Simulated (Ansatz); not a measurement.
Ti (slab)

The calculation's input:

```
crystal:
  lattice:
    - [2.7987936497, 0.0, 0.0]
    - [0.0, 4.5152900626, 0.0]
    - [0.0, 0.0, 26.7310676991]
  atoms:
    - { symbol: Ti, position: [0.5, 0.0, 0.2805724068] }
    - { symbol: Ti, position: [0.0, 0.5, 0.3293340942] }
    - { symbol: Ti, position: [0.5, 0.0, 0.3780957815] }
    - { symbol: Ti, position: [0.5, 0.5, 0.4268574689] }
    - { symbol: Ti, position: [0.0, 0.0, 0.4756191563] }
    - { symbol: Ti, position: [0.5, 0.5, 0.5243808437] }
    - { symbol: Ti, position: [0.5, 0.0, 0.5731425311] }
    - { symbol: Ti, position: [0.0, 0.5, 0.6219042185] }
    - { symbol: Ti, position: [0.5, 0.0, 0.6706659058] }
    - { symbol: Ti, position: [0.5, 0.5, 0.7194275932] }
basis:
  ecutwfc: 420
kpoints:
  mp_grid: { grid: [12, 8, 1] }
hamiltonian:
  xc: pbesol
scf:
  occupations: { method: gaussian, width: 0.1 }
output:
  forces: true
  stress: true
  eigenvalues: true
  write_density: true
  write_potential: true
  elf: true
  volumetric_format: npy
efield:
  axis: 3
  dipole_correction: true
  ramp_width: 0.04
```

Run with:

```sh
ansatz run input.yaml --threads 1 --pin off --max-ram 2560MiB --backend cpu --events-out ev --progress --plain --runs-dir out
```

Not relaxed (largest force 0.9 eV/Å); computed without spin polarisation.

All numbers below come from DFT PBEsol, scalar-relativistic, plane waves, PAW in Ansatz 0.2.0.

Question: What will maps of the valence pseudo-density and electron localisation function show?

Answer: Ti–Ti (2.61 Å): ρ at the midpoint is about 0.23 e/Å³; the ELF is about 0.15 at the midpoint (no shared electron pair shows on this line).

Question: Metal or insulator at this level of theory?

Answer: It is gapless in this calculation (a metal or semimetal).

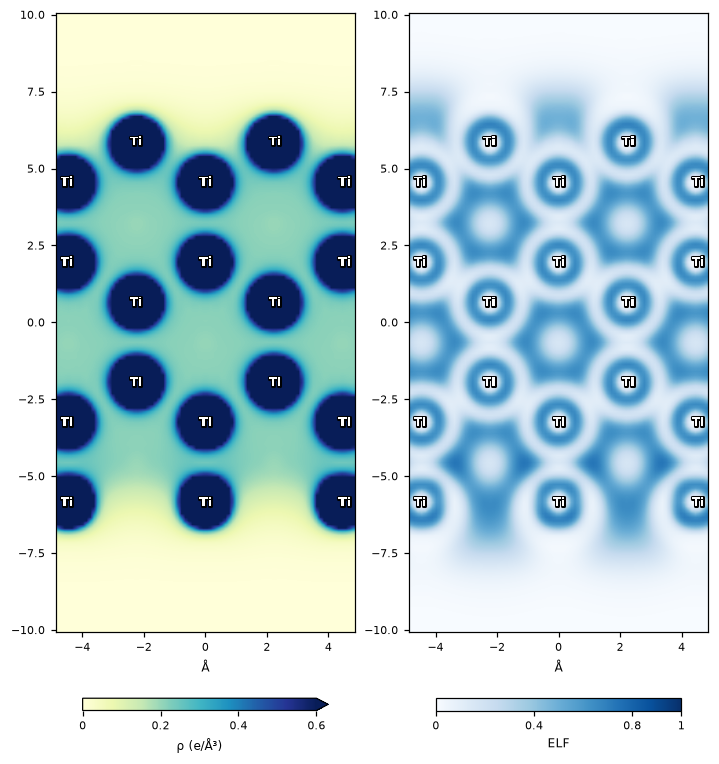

Computed valence pseudo-density and electron localisation function on the (100) plane of the calculation cell, a cut from vacuum to vacuum, in this order. 

The density is the valence pseudo-density of a PAW calculation; it isn't the true density close to the nuclei.
